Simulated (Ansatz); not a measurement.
Start from this file.

```yaml
crystal:
  lattice:
    - [5.07069, 0.00000, 0.00000]
    - [0.00000, 5.07069, 0.00000]
    - [0.00000, 0.00000, 5.07069]
  atoms:
    - { symbol: Ge, position: [0.50000, 0.00000, 0.50000] }
    - { symbol: Ge, position: [0.25000, 0.25000, 0.25000] }
    - { symbol: Ge, position: [0.50000, 0.50000, 0.00000] }
    - { symbol: Ge, position: [0.25000, 0.75000, 0.75000] }
    - { symbol: Ge, position: [0.00000, 0.00000, 0.00000] }
    - { symbol: Ge, position: [0.75000, 0.25000, 0.75000] }
    - { symbol: Ge, position: [0.00000, 0.50000, 0.50000] }
    - { symbol: Ge, position: [0.75000, 0.75000, 0.25000] }
```

> Work out the structure from the coordinates.

The element is germanium. It belongs to space group Fd-3m (No. 227) and has a face-centred cubic lattice. This arrangement goes by the name diamond. The cell holds eight atoms. Ge is coordinated by four Ge in a tetrahedral arrangement at 2.20 Å. The bonds build a three-dimensional framework.

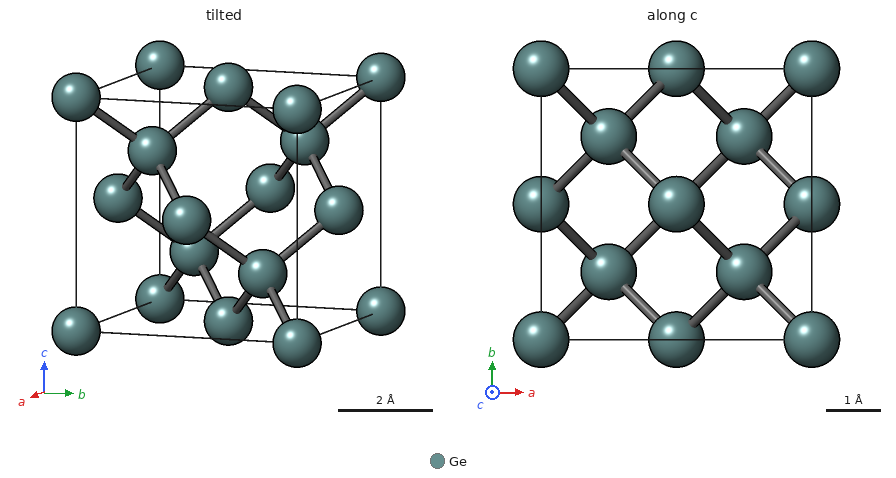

View slightly off an axis and along the c axis, drawn as a ball-and-stick model. The conventional unit cell is drawn as a box.

The structure comes from a structure listed in the Materials Project. It was relaxed with DFT PBEsol, scalar-relativistic, plane waves, PAW (Ansatz 0.2.0) under a constraint or pressure on the cell, so some stress remains.

At this level of theory the run's own cell isn't at rest (compressed, at 50 GPa), so its distances can differ from those at equilibrium, the more so the softer the solid.
